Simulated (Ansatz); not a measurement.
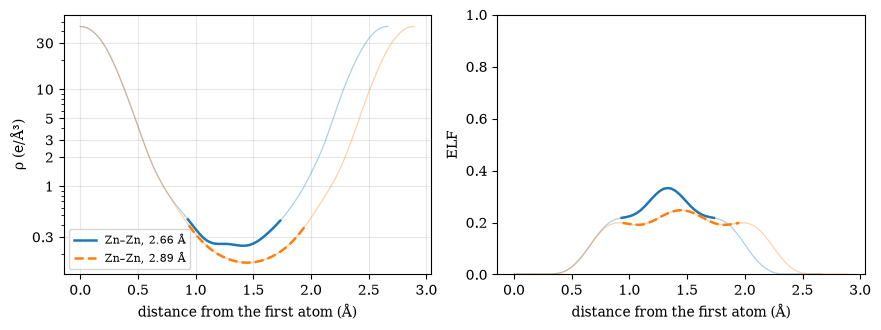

Figure. Zn. Valence electron density and ELF along straight lines between neighbouring atoms. Thin, pale parts lie inside the atomic spheres.

Space group C2/m; changed on purpose from its base cell (strain +0.0150 x Voigt [0, 0, 0, 1, 0, 0], atoms carried along); computed pressure about −5 GPa in this cell.

Method: DFT PBEsol, scalar-relativistic, plane waves, PAW (Ansatz).

Core electrons are frozen (PAW), and the valence fields are smoothed inside the atomic spheres.

Question: Compare the contacts.

Answer: Zn–Zn (2.66 Å): ρ is about 0.25 e/Å³ halfway; the ELF is about 0.35 at the midpoint.
Zn–Zn (2.89 Å): ρ is about 0.16 e/Å³ halfway; the ELF is about 0.25 at the midpoint (no localised pair shows between them).
